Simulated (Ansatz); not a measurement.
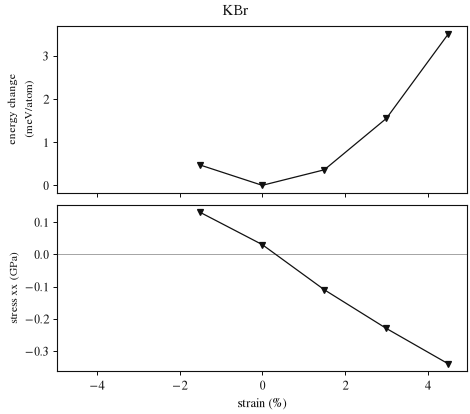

The picture above shows the energy change and stress xx against strain for KBr, space group Fm-3m (No. 225).

Cell as given: a = 4.738 Å, b = 4.738 Å, c = 6.700 Å, α = 90.00°, β = 90.00°, γ = 90.00°; 4 atoms.

Computed with Ansatz 0.2.0: energy, stress and cell of a relaxed crystal along a series of strains, atoms and what the cell freedom names relaxed within the symmetry; stress is positive in compression; plane waves with PAW datasets, Γ-centred k mesh; energies extrapolated to zero smearing. Level: PBE, no spin polarisation.

wave cutoff 420 eV; k mesh 6×6×4; occupations Gaussian; smearing width 0.02 eV; strain kind uniaxial along a; cell freedom lengths b and c free, angles held.

The stress yy equals the stress xx.

The points at strain −4.5 % and −3.0 % are left out of the plot. What values does the calculation give there?

| strain (%) | energy change (meV/atom) | stress xx (GPa) |
| --- | --- | --- |
| −4.5 | 4.10 | 0.38 |
| −3.0 | 1.82 | 0.25 |
